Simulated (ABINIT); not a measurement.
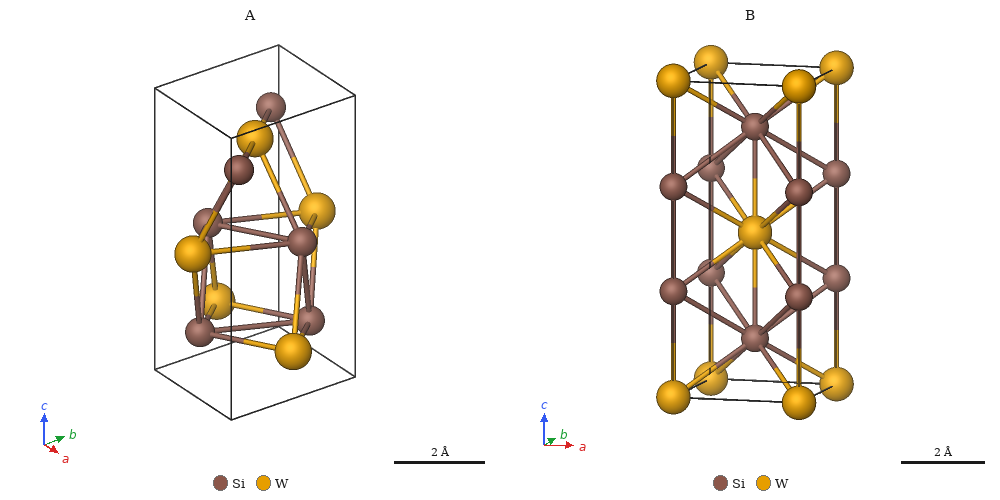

Two structures of Si₂W, each relaxed (cell and atoms) at zero pressure; conventional cells in solid outline, small ones repeated, each panel with its own scale. Alike in all runs: ABINIT 10.8.3 (patched build); functional LDA; potentials JTH PAW LDA v2.0; cutoff 435 eV; occupations fermi-dirac, width 0.05 eV; no spin polarisation; no spin-orbit coupling. The k meshes have like spacings.

Give the type and space group of each panel.

Answer. A: 9 atoms a cell on a primitive hexagonal lattice, P6₂22; B: 6 atoms a cell on a body-centred tetragonal lattice, I4/mmm.

Rank them by energy, lowest first.

Answer. B, then A (+67 meV/atom), static energies at zero smearing.

Collect the results in a table.

Answer.
| panel | space group | E − E(lowest) (meV/atom) | volume (Å³/atom) | gap (eV) |
| --- | --- | --- | --- | --- |
| B | I4/mmm | 0 | 13.1 | metal |
| A | P6₂22 | 67 | 13.1 | 0.19 |

The starts are database entries or structure types tried for this composition, and the most stable form need not be among them. Gaps are the least found on the k-mesh, which misses some points of high symmetry; where the band edges lie there, the true gap is smaller, at times by an eV.

Caveat: spin-orbit coupling is left out, which shifts the gaps of compounds of heavy elements; semilocal functionals give gaps below the measured ones; gaps of a few tenths of an eV or less are fragile: at this level of theory the bands may already be inverted off the mesh, while measured gaps, where the compound is known, are often wider than semilocal functionals give.
